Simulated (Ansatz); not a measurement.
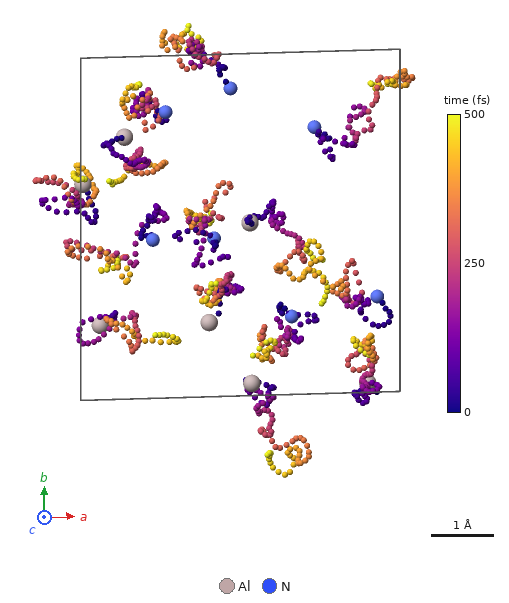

First-principles dynamics of an amorphous cell of composition AlN (14 atoms in the cell), 500 fs long. It starts from the last geometry of an earlier run, with fresh velocities. Dots mark each atom's position at evenly spaced times, coloured by time; spheres stand at the starting positions. Seen along the c axis in the simulation cell.

All numbers below come from DFT PBE, scalar-relativistic, plane waves, PAW (Ansatz 0.2.0). Set-up: plane-wave cutoff 420 eV; k-point mesh 1 × 1 × 1; Fermi-Dirac smearing 0.236 eV; set temperature 2740 K; time step 2 fs.

Input
```yaml
crystal:
  lattice:
    - [5.225388, 0.075452, -0.014681]
    - [0.075452, 5.607676, 0.188637]
    - [-0.014681, 0.188637, 5.501923]
  atoms:
    - { symbol: Al, position: [0.5361436995, 0.0356785183, 0.3750923813] }
    - { symbol: Al, position: [0.0071135489, 0.6313591733, 0.620242809] }
    - { symbol: Al, position: [0.8987949566, 0.0276237978, 0.7802498144] }
    - { symbol: Al, position: [0.061657982, 0.2179622249, 0.2405690218] }
    - { symbol: Al, position: [0.1373538782, 0.7656713681, 0.1076912786] }
    - { symbol: Al, position: [0.4026830778, 0.217000265, 0.7857285097] }
    - { symbol: Al, position: [0.5302987747, 0.5053749781, 0.1981461502] }
    - { symbol: "N", position: [0.2659745896, 0.835563043, 0.8456515102] }
    - { symbol: "N", position: [0.4178212595, 0.4628061218, 0.4994198235] }
    - { symbol: "N", position: [0.7320827592, 0.779420765, 0.1895146906] }
    - { symbol: "N", position: [0.4692627426, 0.8993316733, 0.6615676011] }
    - { symbol: "N", position: [0.6612361199, 0.2278686872, 0.0640168576] }
    - { symbol: "N", position: [0.2262186222, 0.463015755, 0.0725094921] }
    - { symbol: "N", position: [0.9289047756, 0.2793242096, 0.5324891405] }
  symmetry: { detect: false }
basis:
  ecutwfc: 420
  xc_grid: 1
kpoints:
  mp_grid: { grid: [1, 1, 1], shift: [0.0, 0.0, 0.0] }
hamiltonian:
  xc: pbe
scf:
  occupations: { method: fermi_dirac, width: 0.2361 }
  lower_state_search: "off"
  convergence: { dr2_threshold: 1.0e-05 }
output:
  forces: true
  stress: true
md:
  timestep: 2.0
  n_steps: 250
  ensemble: nvt_langevin
  friction: 0.03
  temperature: 2740.0
  initial_velocities: maxwell_boltzmann
  seed: 27169
```

Run as
```bash
ansatz run input.yaml --threads 2 --pin off --max-ram 5120MiB --backend cpu --events-out ev --progress --plain --runs-dir out
```

> What do the traces tell about the motion?

Root-mean-square distances from the starting positions over the second half, with the common drift of all atoms taken out: N 1.03 Å, Al 0.94 Å. That is a large part of the typical shortest distance between atoms in the first frame, about 1.8 Å and still growing: the atoms leave their places as in a liquid. Over the second half the temperature averages 2746 K (spread ±609 K). The potential energy in the second half lies on average 296 meV per atom below the first frame. The first frame is far from relaxed (forces up to 10.1 eV/Å), so much of the motion is the structure settling. The mean pressure there is 3.4 GPa.

Limits of the set-up: the periodic images lie only 5.2 Å apart, so the values are limited by the cell's size.

Cost: 81 s on 2 threads of Arm Neoverse V1, on a shared host, peak memory 0.29 GiB.
